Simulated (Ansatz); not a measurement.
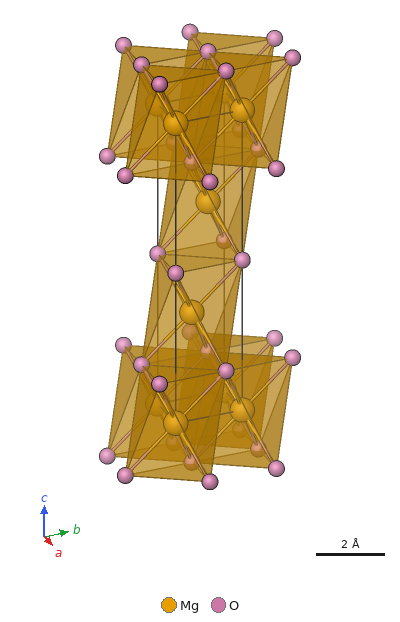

Fig. 1: The structure (polyhedral view of the cell 3 times as large as that of the calculation, set on its symmetry axes, seen slightly off an axis; polyhedra are completed across the faces of the cell). An atom can appear more than once, as a periodic image.

## MgO: single-point calculation

The run: single-point calculation of MgO (R-3m, 2 atoms in the cell). Method and program: DFT PBEsol, scalar-relativistic, plane waves, PAW, no spin polarisation (Ansatz 0.2.0).

The structure derives from an entry of the Crystallography Open Database. It belongs to a series of runs on one base structure; here: ratio of the length along [111] to the lengths across it x 1.41, volume and fractional coordinates fixed.

**Input**
```yaml
crystal:
  lattice:
    - [0.5136167986, 2.3927026471, 2.3927026471]
    - [2.3927026471, 0.5136167986, 2.3927026471]
    - [2.3927026471, 2.3927026471, 0.5136167986]
  atoms:
    - { symbol: Mg, position: [0.0, 0.0, 0.0] }
    - { symbol: O, position: [0.5, 0.5, 0.5] }
basis:
  ecutwfc: 420
kpoints:
  mp_grid: { grid: [10, 10, 10] }
hamiltonian:
  xc: pbesol
scf:
  occupations: { method: gaussian, width: 0.05 }
output:
  forces: true
  stress: true
  eigenvalues: true
  write_density: true
  write_potential: true
  elf: true
  volumetric_format: npy
```

Hardware: 1 thread of Arm Neoverse V1, 24 GiB of memory available, shared host.

Launched with:
```bash
ansatz run input.yaml --threads 1 --pin off --max-ram 2560MiB --backend cpu --events-out ev --progress --plain --runs-dir out
```

**Log**
```
Engine: ansatz 0.2.0, aarch64-unknown-linux-gnu
Pseudopotentials: kind: paw
Pseudopotential: Mg, paw, valence charge 10, recommended cutoff 420 eV (normal), Mg.paw.azcp
Pseudopotential: O, paw, valence charge 6, recommended cutoff 420 eV (normal), O.paw.azcp
Functional definition: PBEsol
  exchange = pbesol_x
  correlation = pbesol_c
Crystal: 2 atoms, lattice volume = 18.711 Å³
Basis set: ecut = 420 eV, 395 PW (Γ), exchange–correlation on 48×48×48 points (8 copies of the dense FFT grid, shifted against one another)
Bands: 12, of which v1, the nominal top of the filled ones, is band 8 counted from 1 (7 counted from 0)
Symmetry: 12 space group operations
Space group: R-3m (ITA 166), of the structure as read, at distance tolerance 2.7e-5 Å
k-points: 116 of 1000
Non-local potential: Mg, projectors of the file, l = 0: 3, l = 1: 2, l = 2: 1
Non-local potential: O, projectors of the file, l = 0: 2, l = 1: 2, l = 2: 1
PAW form: soft (Blöchl's): semilocal exchange-correlation on the pseudo side does not see the compensation charge
PAW frozen core: Mg, regenerated for the run's functional, and the local potential with it (the file was generated under x = pbe(κ = 0.804, μ = 0.2195149727645171), c = pbe(β = 0.06672455060314922))
PAW frozen core: O, regenerated for the run's functional, and the local potential with it (the file was generated under x = pbe(κ = 0.804, μ = 0.2195149727645171), c = pbe(β = 0.06672455060314922))
PAW one-centre angular grid: Mg, 110 points (default); XC on 64 Gauss nodes
PAW one-centre angular grid: O, 110 points (default); XC on 64 Gauss nodes
Initial density: superposition of atomic densities (neutral atoms: chi_scale 0, normalization atom), corrected by the library's trained network
Initial wavefunctions: pseudopotential atomic-orbital guess
Functional: x = pbesol(κ = 0.804, μ = 0.12345679012345678), c = pbesol(β = 0.046)
SCF iter   1: F=—  HF=-2474.153956 eV  |F-HF|=—  |Δ(HF+E_count)|=         —  Δρ=1.62e-2  dr2=4.08e-2  ethr=1.77e-3  ⟨swp⟩=5.5  Hψ=8194  notcnv=0
preconditioner: auto → none  [insulator: Δε(μ)=0.192 eV  Ē_g=17.336 eV  σ=0.050 eV  W_gap=0.99  n_scr=2 (ndim 8)  ℏωp=24.3 eV  f_vac=0.000  D(μ)=0.00/eV (n_scr^D=0)  ε∞_Penn≈3.0]
SCF iter   2: F=—  HF=-2474.143317 eV  |F-HF|=—  |Δ(HF+E_count)|=   1.06e-2  Δρ=4.81e-3  dr2=4.24e-3  ethr=2.55e-4  ⟨swp⟩=2.0  Hψ=2758  notcnv=0
SCF iter   3: F=—  HF=-2474.142203 eV  |F-HF|=—  |Δ(HF+E_count)|=   1.11e-3  Δρ=7.49e-4  dr2=5.35e-5  ethr=2.65e-5  ⟨swp⟩=2.1  Hψ=1920  notcnv=0
SCF iter   4: F=—  HF=-2474.142202 eV  |F-HF|=—  |Δ(HF+E_count)|=   1.52e-6  Δρ=7.83e-5  dr2=4.00e-7  ethr=3.34e-7  ⟨swp⟩=2.5  Hψ=2143  notcnv=0
iter 5 did not close the SCF: its close was put off for the readings that it lacked (scf_convergence_deferred on its scf_iter line)
SCF iter   5: F=-2474.142201 eV  HF=-2474.142201 eV  |F-HF|=5.45e-9  |Δ(HF+E_count)|=   2.71e-7  Δρ=1.08e-5  dr2=1.15e-8  ethr=2.50e-9  ⟨swp⟩=2.2  Hψ=2038  notcnv=0
SCF iter   6: F=-2474.142201 eV  HF=-2474.142201 eV  |F-HF|=3.87e-11  |Δ(HF+E_count)|=   9.24e-9  Δρ=2.30e-6  dr2=4.67e-10  ethr=7.18e-11  ⟨swp⟩=5.3  Hψ=7471  notcnv=0
SCF 1 converged in 6 iterations: F = -2474.142201 eV  dr2 = 4.67e-10
  greatest PAW one-centre occupation: 1.000 electrons in one spin orbital (limit 2), on the Mg atom at site 0 (counted from 0), in its partial waves of l = 0
SCF converged after 6 iterations
Free energy (F): -2474.142201 eV
Harris-Foulkes:  -2474.142201 eV  (|F-HF|=3.87e-11)
Internal energy: -2474.142201 eV  (E = F + TS)
E sigma→0 (E₀):  -2474.142201 eV
Fermi energy:    10.036678 eV
--- Per-component energies (eV) ---
  E_band       = -292.914733
  E_kinetic    = 254.215927
  E_local      = -1585.475878  (includes V_loc(G=0)·N_el)
  E_nonlocal   = 144.016701
  E_hartree    = 544.511777
  E_xc         = -103.610612
  E_vxc        = -133.495150  (∫ρ·V_xc dr)
  E_paw        = -432.951756  (= ΣΔE_a)
  E_vpaw       = -61.201963  (= ΣTr[D̂ρ^β])
  E_aug_tail   = 0.002455  (compensation charges beyond the density's cutoff)
  E_ewald      = -1294.944967
  E_core_change = 0.094150  (= ΣΔE_core)
  E_smearing   = -0.000000  (= −TS)
  E_closure    = 0.000000  (closes the sum)
  Σ components = -2474.142201   (vs F -2474.142201, Δ=0.00e0)
--- Forces (eV/Å), atoms counted from 1 ---
  atom   1  Mg    -0.00000000    -0.00000000    -0.00000000
  atom   2  O     -0.00000000    -0.00000000    -0.00000000
  max |Σ_I F_I| component: 5.05e-29 eV/Å
--- Stress (GPa, compression-positive) ---
        4.738243     -47.058233     -47.058233
      -47.058233       4.738243     -47.058233
      -47.058233     -47.058233       4.738243
  P = ⅓ Tr σ = 4.7382 GPa (47.382 kbar)
--- Band table (eV; the first three rows and the last of 116) ---
  k-point 0: bands = ["-64.5887", "-31.5207", "-31.5207", "-31.3774", "-8.7510", "6.2894", "9.8337", "9.8337", "10.2351", "21.8687", "25.2643", "27.0073"]
  k-point 1: bands = ["-64.5863", "-31.5384", "-31.5245", "-31.3753", "-8.6028", "6.2634", "8.8781", "9.7269", "11.0325", "22.2615", "23.6472", "26.9175"]
  k-point 2: bands = ["-64.5799", "-31.5845", "-31.5345", "-31.3699", "-8.1916", "6.1847", "7.5255", "9.4577", "12.0588", "21.2128", "23.6224", "26.5331"]
  k-point 115: bands = ["-64.5874", "-31.5211", "-31.5211", "-31.4058", "-8.0719", "2.2673", "9.6300", "9.6300", "16.3791", "18.6369", "29.7172", "29.7172"]
```

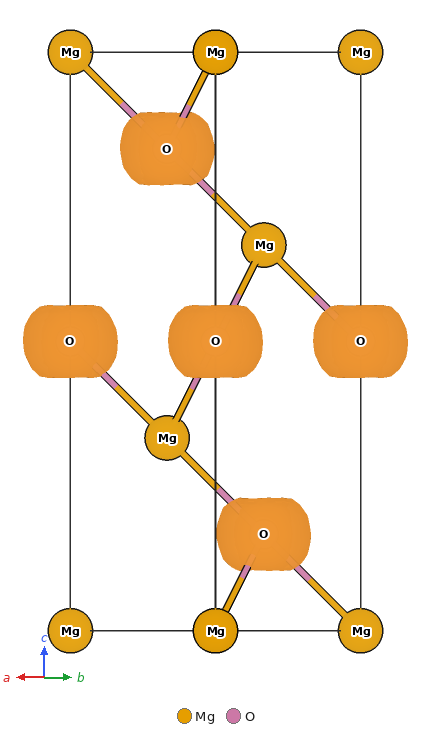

Fig. 2: Isosurface of the ELF at 0.8 (orange), seen along [110]. Core shells and regions of very low density are left out. Sticks mark near contacts. The outline is the cell set on symmetry axes. Profiles from the grid: Mg–O (2.17 Å): the ELF is about 0.35 at the midpoint. Core electrons are frozen (PAW), so the fields are smoothed inside the atomic spheres.

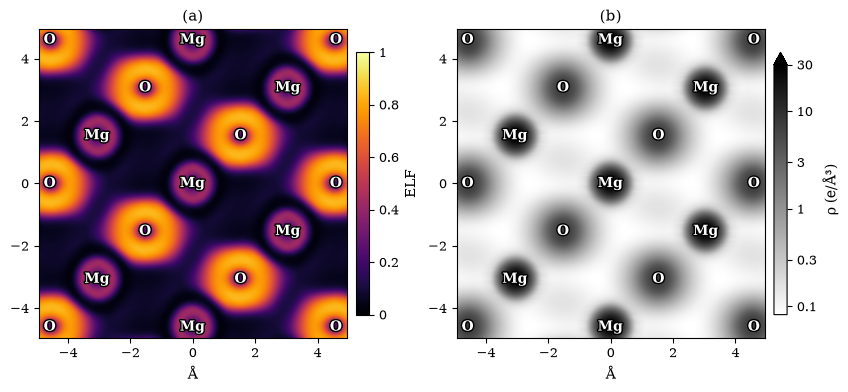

Fig. 3: (a) ELF; (b) valence pseudo-density on the (110) plane of the conventional cell. Mg–O (2.17 Å): ρ is about 0.31 e/Å³ halfway; the ELF is about 0.35 at the midpoint. Away from the nuclei the density in this plane falls to 0.08 e/Å³ at its lowest.

**Summary**

```json
{"quantity": "outcome", "value": "converged"}
{"quantity": "space group (tolerance 0.01 Å)", "value": "R-3m (166)"}
{"quantity": "electrons treated", "value": "16"}
{"quantity": "free energy", "value": "−2474.1422 eV"}
{"quantity": "Fermi energy", "value": "10.037 eV"}
{"quantity": "gap on the k-point mesh", "value": "0.40 eV"}
{"quantity": "pressure", "value": "4.74 GPa"}
{"quantity": "largest force (length of the vector)", "value": "under 0.001 eV/Å"}
{"quantity": "wall time", "value": "2.5 s"}
{"quantity": "peak memory", "value": "0.27 GiB"}
```
